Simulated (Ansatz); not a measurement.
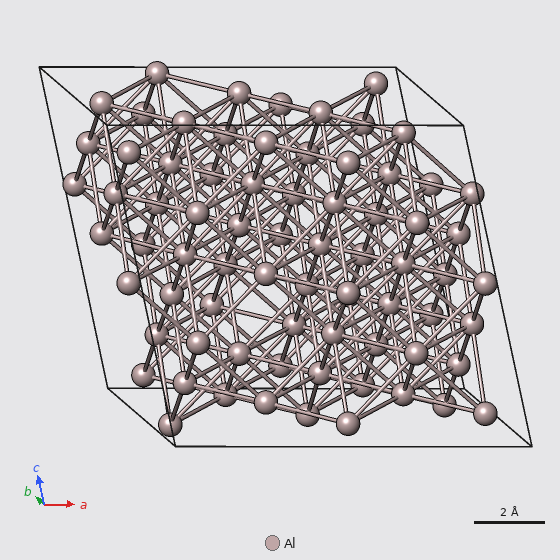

The crystal in a ball-and-stick representation, seen from a general direction. One supercell is framed, with atoms on its boundary repeated. The host is Al, in a cell of 62 sites, and the cell is neutral.

Question: What kind of defect was put in?

Answer: An aluminium vacancy. Around the empty site lie twelve Al at about 2.8 Å.

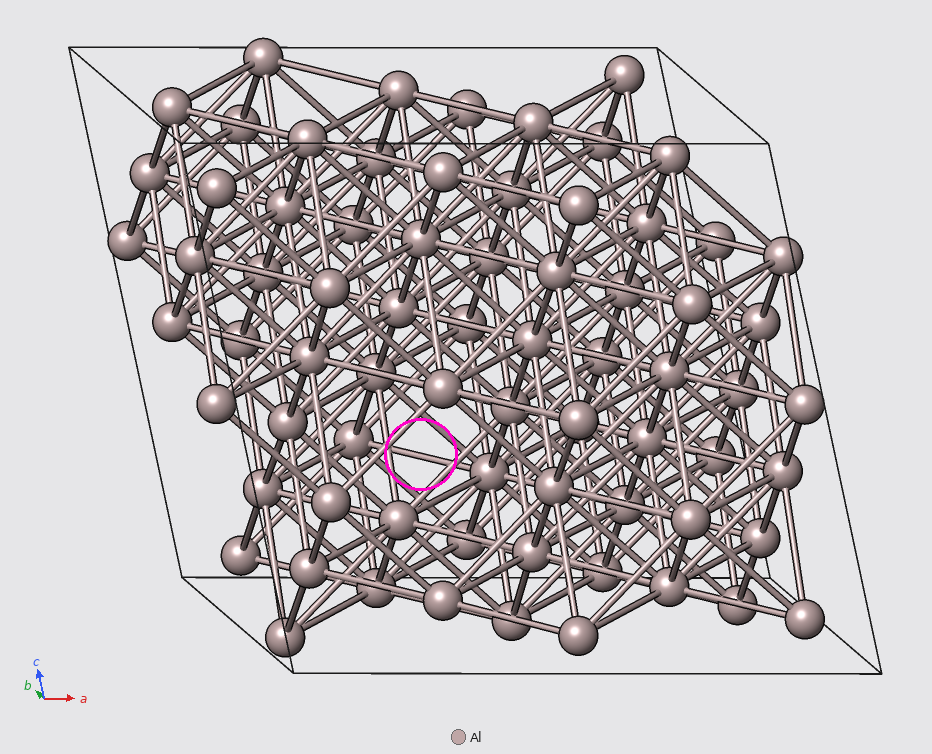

The same cell with a ring at the defect's site.

The atoms were relaxed in the host's cell with Ansatz, DFT PBE, scalar-relativistic, plane waves, PAW.
